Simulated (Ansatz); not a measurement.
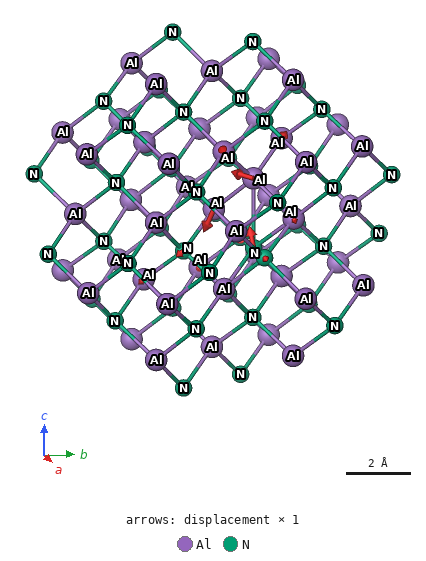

This is a relaxation of a defect cell of composition Al33N32. The starting structure is drawn; red arrows show the displacements, at their true length.

Style: ball-and-stick. Shown: the atoms within 5.8 Å of the atom that moves most (axes of the cell of the calculation (origin shifted)), slightly off an axis.

Computed with DFT, PBEsol, PAW, plane waves (Ansatz). Settings: plane-wave cutoff 420 eV; k-point mesh 1 × 1 × 1; mesh shifted by (0.25, 0.25, 0.25); collinear spin; atoms relaxed in a fixed cell; force threshold 0.03 eV/Å; at most 80 steps.

### What happened in the run?

Over 14 accepted moves (17 points after the start) the energy falls by 15.243 eV per cell of the calculation. The largest force component goes from 8.3 to 0.021 eV/Å. The line search rejected the trial steps at points 12, 14 of the run. 1 step only repeated the SCF at the same geometry. The largest moves, 0.88 Å, are those of Al atoms. By element the largest moves are Al 0.88 Å, N 0.71 Å. The cell doesn't change. Among the contacts that change: Al–N 3.128 → 2.053 Å, Al–Al 1.904 → 2.883 Å, Al–Al 1.855 → 2.312 Å, Al–Al 1.897 → 2.313 Å. Bonds break: Al–Al (1.90 → 2.88 Å). Bond angles that change, for instance: N–Al–N 178.4° → 105.9°, Al–N–Al 109.8° → 173.8°, Al–Al–N 108.4° → 55.8°. The run took 68 s on 8 threads of Intel(R) Xeon(R) 6975P-C, peak memory 1.8 GiB.
